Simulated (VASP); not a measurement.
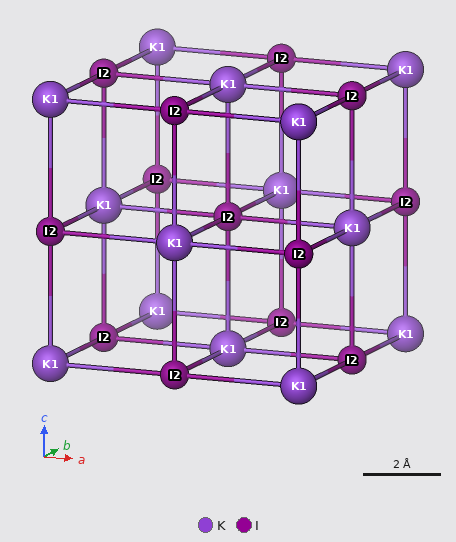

The structure (ball-and-stick view of the cell 4 times as large as that of the calculation, set on its symmetry axes, seen slightly off an axis; atoms are numbered from 1 in the order of the input). Near neighbours in the crystal (not all of them lie inside the picture): K has 6 I at 3.53 Å; I has 6 K at 3.53 Å.

## Run report: KI, efg calculation

- system: KI (Fm-3m, 2 atoms in the cell)
- method: Kohn-Sham DFT of a periodic cell, PBEsol, VASP PAW PBE potentials, recommended, no spin polarisation (VASP 6.6.1)

The structure derives from an entry of the Crystallography Open Database.

## OSZICAR
```
N       E                     dE             d eps       ncg     rms          rms(c)
DAV:   1     0.105541938932E+03    0.10554E+03   -0.76614E+03   384   0.142E+03
DAV:   2     0.749222964322E+00   -0.10479E+03   -0.98932E+02   456   0.267E+02
DAV:   3    -0.556156836083E+01   -0.63108E+01   -0.62900E+01   492   0.616E+01
DAV:   4    -0.589883713699E+01   -0.33727E+00   -0.33681E+00   720   0.121E+01
DAV:   5    -0.590008530434E+01   -0.12482E-02   -0.12481E-02   472   0.819E-01    0.291E+00
DAV:   6    -0.581729357004E+01    0.82792E-01   -0.11509E-01   456   0.245E+00    0.210E+00
DAV:   7    -0.581003885250E+01    0.72547E-02   -0.12332E-01   472   0.216E+00    0.863E-01
DAV:   8    -0.581441122334E+01   -0.43724E-02   -0.15599E-02   460   0.107E+00    0.227E-01
DAV:   9    -0.581432011239E+01    0.91111E-04   -0.64421E-04   496   0.172E-01    0.105E-01
DAV:  10    -0.581461996445E+01   -0.29985E-03   -0.50414E-04   456   0.130E-01    0.922E-02
DAV:  11    -0.581462536024E+01   -0.53958E-05   -0.78664E-05   480   0.571E-02    0.141E-02
DAV:  12    -0.581462586273E+01   -0.50249E-06   -0.38528E-06   496   0.202E-02    0.743E-03
DAV:  13    -0.581462680606E+01   -0.94332E-06   -0.12046E-06   468   0.784E-03    0.438E-03
DAV:  14    -0.581462698485E+01   -0.17880E-06   -0.19822E-07   472   0.379E-03    0.135E-03
DAV:  15    -0.581462701407E+01   -0.29212E-07   -0.87095E-09   304   0.809E-04
   1 F= -.58146270E+01 E0= -.58146270E+01  d E =-.842400E-12
```

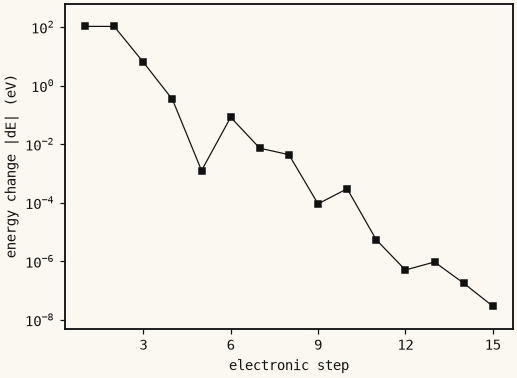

Convergence of the self-consistent field: energy change |dE| against the electronic step. It takes 15 electronic steps. The density is held fixed in the first few steps, and dE rises again when its update begins.

## Parts of OUTCAR
```
EDIFF = 1E-7
   ENCUT = 700
   GGA = PS
   ISIF = 2
   ISMEAR = -1
   LASPH = True
   LREAL = False
   NELM = 100
   PREC = Accurate

 ion  position               nearest neighbor table
   1  0.000  0.000  0.000-   2 3.53   2 3.53   2 3.53   2 3.53   2 3.53   2 3.53
   2  0.500  0.500  0.500-   1 3.53   1 3.53   1 3.53   1 3.53   1 3.53   1 3.53

  LATTYP: Found a face centered cubic cell.
 ALAT       =     7.0655500000

  Lattice vectors:

 A1 = (   0.0000000000,   3.5327750000,   3.5327750000)
 A2 = (   3.5327750000,   0.0000000000,   3.5327750000)
 A3 = (   3.5327750000,   3.5327750000,   0.0000000000)

Analysis of symmetry for initial positions (statically):
=====================================================================
 Subroutine PRICEL returns:
 Original cell was already a primitive cell.

 Routine SETGRP: Setting up the symmetry group for a
 face centered cubic supercell.

 Subroutine GETGRP returns: Found 48 space group operations
 (whereof 48 operations were pure point group operations)
 out of a pool of 48 trial point group operations.

The static configuration has the point symmetry O_h .

Analysis of symmetry for dynamics (positions and initial velocities):
=====================================================================
 Subroutine PRICEL returns:
 Original cell was already a primitive cell.

 Routine SETGRP: Setting up the symmetry group for a
 face centered cubic supercell.

 Subroutine GETGRP returns: Found 48 space group operations
 (whereof 48 operations were pure point group operations)
 out of a pool of 48 trial point group operations.

The dynamic configuration has the point symmetry O_h .

 Subroutine INISYM returns: Found 48 space group operations
 (whereof 48 operations are pure point group operations),
 and found     1 'primitive' translations

----------------------------------------------------------------------------------------

                                     Primitive cell

  volume of cell :      88.1816

  direct lattice vectors                    reciprocal lattice vectors
     0.000000000  3.532775000  3.532775000    -0.141531799  0.141531799  0.141531799
     3.532775000  0.000000000  3.532775000     0.141531799 -0.141531799  0.141531799
     3.532775000  3.532775000  0.000000000     0.141531799  0.141531799 -0.141531799

  length of vectors
     4.996098318  4.996098318  4.996098318     0.245140266  0.245140266  0.245140266

  position of ions in fractional coordinates (direct lattice)
     0.000000000  0.000000000  0.000000000
     0.500000000  0.500000000  0.500000000

  ion indices of the primitive-cell ions
   primitive index   ion index
                 1           1
                 2           2

----------------------------------------------------------------------------------------

 KPOINTS: k-points

Automatic generation of k-mesh.
 Grid dimensions read from file:
 generate k-points for:    6    6    6

 Generating k-lattice:

  Cartesian coordinates                     Fractional coordinates (reciprocal lattice)
    -0.023588633  0.023588633  0.023588633     0.166666667  0.000000000  0.000000000
     0.023588633 -0.023588633  0.023588633     0.000000000  0.166666667  0.000000000
     0.023588633  0.023588633 -0.023588633     0.000000000  0.000000000  0.166666667

  Length of vectors
     0.040856711  0.040856711  0.040856711

  Shift w.r.t. Gamma in fractional coordinates (k-lattice)
     0.000000000  0.000000000  0.000000000

 Subroutine IBZKPT returns following result:
 ===========================================

 Found     16 irreducible k-points:

 Following reciprocal coordinates:
            Coordinates               Weight
  0.000000  0.000000  0.000000      1.000000
  0.166667  0.000000  0.000000      8.000000
  0.333333  0.000000  0.000000      8.000000
  0.500000  0.000000  0.000000      4.000000
  0.166667  0.166667  0.000000      6.000000
  0.333333  0.166667  0.000000     24.000000
  0.500000  0.166667  0.000000     24.000000
 -0.333333  0.166667  0.000000     24.000000
 -0.166667  0.166667  0.000000     12.000000
  0.333333  0.333333  0.000000      6.000000
  0.500000  0.333333  0.000000     24.000000
 -0.333333  0.333333  0.000000     12.000000
  0.500000  0.500000  0.000000      3.000000
  0.500000  0.333333  0.166667     24.000000
 -0.333333  0.333333  0.166667     24.000000
 -0.333333  0.500000  0.166667     12.000000
   k-points           NKPTS =     16   k-points in BZ     NKDIM =     16   number of bands    NBANDS=     12
   number of dos      NEDOS =    301   number of ions     NIONS =      2
   total plane-waves  NPLWV = 110592
   dimension x,y,z NGX =    48 NGY =   48 NGZ =   48
   dimension x,y,z NGXF=    96 NGYF=   96 NGZF=   96
   ions per type =               1   1
   NGX,Y,Z   is equivalent  to a cutoff of  15.97, 15.97, 15.97 a.u.
   NGXF,Y,Z  is equivalent  to a cutoff of  31.94, 31.94, 31.94 a.u.
 SYSTEM =  unknown system
   PREC   = accura    normal or accurate (medium, high low for compatibility)
   ISTART =      0    job   : 0-new  1-cont  2-samecut
   ICHARG =      2    charge: 1-file 2-atom 10-const
   ISPIN  =      1    spin polarized calculation?
   LNONCOLLINEAR =      F non collinear calculations
   LSORBIT =      F    spin-orbit coupling
   LASPH  =      T    aspherical Exc in radial PAW
   ENCUT  =  700.0 eV  51.45 Ry    7.17 a.u.  10.78 10.78 10.78*2*pi/ulx,y,z
   NELM   =    100;   NELMIN=  2; NELMDL= -5     # of ELM steps
   EDIFF  = 0.1E-06   stopping-criterion for ELM
   LREAL  =      F    real-space projection
   EDIFFG = 0.1E-05   stopping-criterion for IOM
   NSW    =      0    number of steps for IOM
   IBRION =     -1    ionic relax: 0-MD 1-quasi-New 2-CG
   NFREE  =      0    steps in history (QN), initial steepest desc. (CG)
   ISIF   =      2    stress and relaxation
   ISYM   =      2    0-nonsym 1-usesym 2-fastsym
   POTIM  = 0.5000    time-step for ionic-motion
   TEBEG  =    0.0;   TEEND  =   0.0 temperature during run
   PSTRESS=    0.0 pullay stress
   NELECT =      16.0000    total number of electrons
   NUPDOWN=      -1.0000    fix difference up-down
   EMIN   =  10.00;   EMAX   =-10.00  energy-range for DOS
   EFERMI =   0.00;   METHOD = LEGACY
   ISMEAR =    -1;   SIGMA  =   0.02  broadening in eV -4-tet -1-fermi 0-gaus
   EFERMI_NEDOS =   21; number of points for ismear=-14 and -15
   IALGO  =     38    algorithm
   IMIX   =      4    mixing-type and parameters
     AMIX     =   0.40;   BMIX     =  1.00
     AMIX_MAG =   1.60;   BMIX_MAG =  1.00
  volume/ion in A,a.u.               =      44.09       297.54
  Fermi-wavevector in a.u.,A,eV,Ry     =   0.926806  1.751409 11.686988  0.858969
  Thomas-Fermi vector in A             =   2.052808
   LORBIT       =      0    0 simple, 1 ext, 2 COOP (PROOUT), +10 PAW based schemes
   GGA     = PS    functional components
   LHFCALC =     F    Hartree Fock is set to
   AEXX    =    0.0000 exact exchange contribution
   IVDW    =     0    specifies the selected vdW correction
   LEPSILON=     F    determine dielectric tensor
   LRPA    =     F    only Hartree local field effects (RPA)
 non-spin polarized calculation
  energy-cutoff  :      700.00
  volume of cell :       88.18
 maximum number of plane-waves:      3730
 NGX is ok and might be reduce to    48
   NGX = 21   NGY = 21   NGZ = 21

 number of electron      16.0000000 magnetization

 Free energy of the ion-electron system (eV)
  ---------------------------------------------------
  ext. energy  EPLUGINS =         0.00000000
  ---------------------------------------------------
  free energy    TOTEN  =        -5.81462701 eV

  energy without entropy =       -5.81462701  energy(sigma->0) =       -5.81462701

 E-fermi :  -0.0369     XC(G=0):  -7.3418     alpha+bet : -6.8713

 val. band max:       -0.5086115924   @ k =   0.0000   0.0000   0.0000
 cond. band min:       3.3055840030   @ k =   0.0000   0.0000   0.0000
 fundamental gap:      3.8141955954
 Fermi energy:        -0.0368613673

 k-point     1 :       0.0000    0.0000    0.0000
  band No.  band energies     occupation
      1     -28.8342      2.00000
      2     -12.3870      2.00000
      3     -12.3870      2.00000
      4     -12.3870      2.00000
      5     -11.0458      2.00000
      6      -0.5086      2.00000
      7      -0.5086      2.00000
      8      -0.5086      2.00000
      9       3.3056      0.00000
     10       5.9198      0.00000
     11       5.9198      0.00000
     12       5.9198      0.00000

 k-point     2 :       0.1667    0.0000    0.0000
  band No.  band energies     occupation
      1     -28.8337      2.00000
      2     -12.4326      2.00000
      3     -12.3876      2.00000
      4     -12.3876      2.00000
      5     -10.9682      2.00000
      6      -0.9401      2.00000
      7      -0.6009      2.00000
      8      -0.6009      2.00000
      9       3.9386      0.00000
     10       5.8228      0.00000
     11       6.2127      0.00000
     12       6.2127      0.00000

 k-point     3 :       0.3333    0.0000    0.0000
  band No.  band energies     occupation
      1     -28.8326      2.00000
      2     -12.5126      2.00000
      3     -12.3889      2.00000
      4     -12.3889      2.00000
      5     -10.8225      2.00000
      6      -1.5902      2.00000
      7      -0.7717      2.00000
      8      -0.7717      2.00000
      9       4.7056      0.00000
     10       6.4098      0.00000
     11       6.9197      0.00000
     12       6.9197      0.00000

 k-point     4 :       0.5000    0.0000    0.0000
  band No.  band energies     occupation
      1     -28.8321      2.00000
      2     -12.5483      2.00000
      3     -12.3895      2.00000
      4     -12.3895      2.00000
      5     -10.7528      2.00000
      6      -1.8583      2.00000
      7      -0.8512      2.00000
      8      -0.8512      2.00000
      9       4.8759      0.00000
     10       7.1012      0.00000
     11       7.5571      0.00000
     12       7.5571      0.00000

 k-point     5 :       0.1667    0.1667    0.0000
  band No.  band energies     occupation
      1     -28.8335      2.00000
      2     -12.4301      2.00000
      3     -12.3917      2.00000
      4     -12.3917      2.00000
      5     -10.9588      2.00000
      6      -1.0152      2.00000
      7      -0.6203      2.00000
      8      -0.6203      2.00000
      9       4.0833      0.00000
     10       5.3268      0.00000
     11       6.5761      0.00000
     12       6.5761      0.00000

 [... the levels of 10 k-points are left out ...]

 k-point    16 :      -0.3333    0.5000    0.1667
  band No.  band energies     occupation
      1     -28.8314      2.00000
      2     -12.4340      2.00000
      3     -12.4274      2.00000
      4     -12.4132      2.00000
      5     -10.8529      2.00000
      6      -1.3994      2.00000
      7      -1.0835      2.00000
      8      -1.0635      2.00000
      9       5.0550      0.00000
     10       5.8009      0.00000
     11       6.7956      0.00000
     12       7.7328      0.00000

------------------------ aborting loop because EDIFF is reached ----------------------------------------

  FORCE on cell =-STRESS in cart. coord.  units (eV):
  Direction    XX          YY          ZZ          XY          YZ          ZX
  --------------------------------------------------------------------------------------
  -------------------------------------------------------------------------------------
  Total       -0.1333434     -0.1333434     -0.1333434     -0.0000000      0.0000000      0.0000000
  in kB       -2.4227254     -2.4227254     -2.4227254     -0.0000000      0.0000000      0.0000000
  external PRESSURE =      -2.4227254 kB  Pullay stress =       0.0000000 kB

 VOLUME and BASIS-vectors are now :
 -----------------------------------------------------------------------------
  energy-cutoff  :      700.00
  volume of cell :       88.18
      direct lattice vectors                 reciprocal lattice vectors
     0.000000000  3.532775000  3.532775000    -0.141531799  0.141531799  0.141531799
     3.532775000  0.000000000  3.532775000     0.141531799 -0.141531799  0.141531799
     3.532775000  3.532775000  0.000000000     0.141531799  0.141531799 -0.141531799

 POSITION                                       TOTAL-FORCE (eV/Angst)
 -----------------------------------------------------------------------------------
      0.00000      0.00000      0.00000         0.000000      0.000000     -0.000000
      3.53277      3.53277      3.53277         0.000000      0.000000      0.000000
 -----------------------------------------------------------------------------------
    total drift:                               -0.000000     -0.000000     -0.000000

  FREE ENERGIE OF THE ION-ELECTRON SYSTEM (eV)
  ---------------------------------------------------
  free  energy   TOTEN  =        -5.8146270141 eV

  energy  without entropy=       -5.8146270141  energy(sigma->0) =       -5.81462701

 Electric field gradients (V/A^2)
---------------------------------------------------------------------
 ion       V_xx      V_yy      V_zz      V_xy      V_xz      V_yz
---------------------------------------------------------------------
   1      -0.000     0.000    -0.000    -0.000    -0.000    -0.000
   2      -0.000     0.000    -0.000    -0.000    -0.000    -0.000
---------------------------------------------------------------------

 Electric field gradients after diagonalization (V/A^2)
 (convention: |V_zz| > |V_xx| > |V_yy|)
----------------------------------------------------------------------
 ion       V_xx      V_yy      V_zz     asymmetry (V_yy - V_xx)/ V_zz
----------------------------------------------------------------------
   1       0.000     0.000    -0.000       0.000
   2       0.000     0.000    -0.000       0.000
----------------------------------------------------------------------

           NMR quadrupolar parameters

 Cq : quadrupolar parameter    Cq=e*Q*V_zz/h
 eta: asymmetry parameters     (V_yy - V_xx)/ V_zz
 Q  : nuclear electric quadrupole moment in mb (millibarn)
----------------------------------------------------------------------
 ion       Cq(MHz)       eta       Q (mb)
----------------------------------------------------------------------
   1      -0.000       0.000       1.000
   2      -0.000       0.000       1.000
----------------------------------------------------------------------
```

## CONTCAR
```
KI
   1.00000000000000
     0.0000000000000000    3.5327750000000000    3.5327750000000000
     3.5327750000000000    0.0000000000000000    3.5327750000000000
     3.5327750000000000    3.5327750000000000    0.0000000000000000
  K               I
     1     1
Direct
     0.0000000000000000    0.0000000000000000    0.0000000000000000
     0.5000000000000000    0.5000000000000000    0.5000000000000000

  0.00000000E+00  0.00000000E+00  0.00000000E+00
  0.00000000E+00  0.00000000E+00  0.00000000E+00
```

The run was set up as follows.

## INCAR
```
  ALGO = Normal
  EDIFF = 1E-7
  ENCUT = 700
  GGA = PS
  ISIF = 2
  ISMEAR = -1
  LASPH = True
  LCHARG = False
  LEFG = True
  LREAL = False
  LWAVE = False
  NELM = 100
  PREC = Accurate
  SIGMA = 0.02
```

## KPOINTS
```
k-points
0
Gamma
  6 6 6
```

## POSCAR
```
KI
1.0
    0.0000000000      3.5327750000      3.5327750000
    3.5327750000      0.0000000000      3.5327750000
    3.5327750000      3.5327750000      0.0000000000
K I
1 1
Direct
    0.0000000000      0.0000000000      0.0000000000
    0.5000000000      0.5000000000      0.5000000000
```

Launched with:
```bash
cat potpaw_PBE.64/K_sv/POTCAR potpaw_PBE.64/I/POTCAR > POTCAR
mpirun -np 1 vasp_std > vasp.out
```

## Summary

| quantity | value |
| --- | --- |
| outcome | converged |
| space group (tolerance 0.01 Å) | Fm-3m (225) |
| electrons treated | 16 |
| free energy | −5.8146 eV |
| Fermi energy of the self-consistent step | −0.037 eV |
| gap on the k-point mesh | 3.81 eV |
| pressure | −0.24 GPa |
| largest force (length of the vector) | under 0.001 eV/Å |
| hardware | 1 thread of Intel Xeon (Sapphire Rapids), 176 GiB of memory available, shared host |
| wall time | 47 s |
| peak memory | 0.31 GiB |
